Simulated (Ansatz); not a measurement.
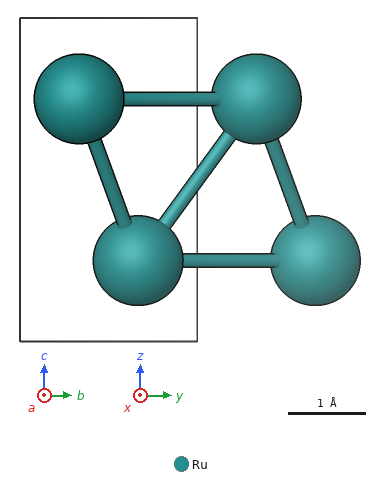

Energy scan for a crystal of Ru (P6_3/mmc), in which the cell is strained along z alone, with the atoms kept at their fractional coordinates. x, y and z are the Cartesian axes of the input. The picture shows the reference cell. The picture is a ball-and-stick view of the cell of the calculation, repeated 2 × 2 × 1 with one cell outlined, seen along the a axis.

Theory: DFT PBEsol, scalar-relativistic, plane waves, PAW in Ansatz. Settings: plane-wave cutoff 420 eV; k-point mesh 24 × 24 × 14; occupations gaussian; smearing width 0.15 eV; no spin polarisation. Energies (free energies at the smearing named) are counted from the relaxed crystal.

The input:
```yaml
crystal:
  lattice:
    - [2.6895239993, 0.0, 0.0]
    - [-1.3447619996, 2.3291961074, 0.0]
    - [0.0, 0.0, 4.2519209527]
  atoms:
    - { symbol: Ru, position: [0.3333333333, 0.6666666667, 0.25] }
    - { symbol: Ru, position: [0.6666666667, 0.3333333333, 0.75] }
basis:
  ecutwfc: 420
kpoints:
  mp_grid: { grid: [24, 24, 14] }
hamiltonian:
  xc: pbesol
scf:
  occupations: { method: gaussian, width: 0.15 }
output:
  forces: true
  stress: true
  eigenvalues: true
  write_density: true
  write_potential: true
  elf: true
  volumetric_format: npy
```

Launched with:
```bash
ansatz run input.yaml --threads 1 --pin off --max-ram 2560MiB --backend cpu --events-out ev --progress --plain --runs-dir out
```

Question: Predict the energy profile (the strain: −0.0600, −0.0450, −0.0300, −0.0150, 0.0000, 0.0150, 0.0300, 0.0450, 0.0525, 0.0600).

Answer:
```csv
strain,E − E(ref) (meV/atom)
−0.0600,119.4
−0.0450,64.2
−0.0300,27.0
−0.0150,6.2
0.0000,0.0
0.0150,6.9
0.0300,25.3
0.0450,54.0
0.0525,71.9
0.0600,91.8
```

The lowest computed point lies at the strain 0.00 (0.0 meV/atom). At the ends of the scan the energy is 119.4 meV/atom (−0.06) and 91.8 meV/atom (0.06). The curvature at zero strain, (1/V) d²E/dε², is about 700 GPa; it is C₃₃ with clamped ions. The distortion keeps the space group P6_3/mmc. At the strain −0.06 the cell of the drawing goes c 4.252 → 3.997 Å.

The computed profile:

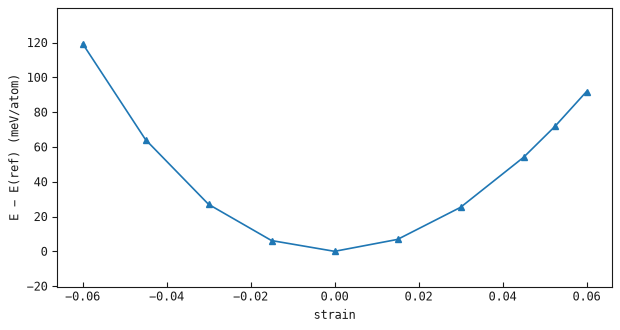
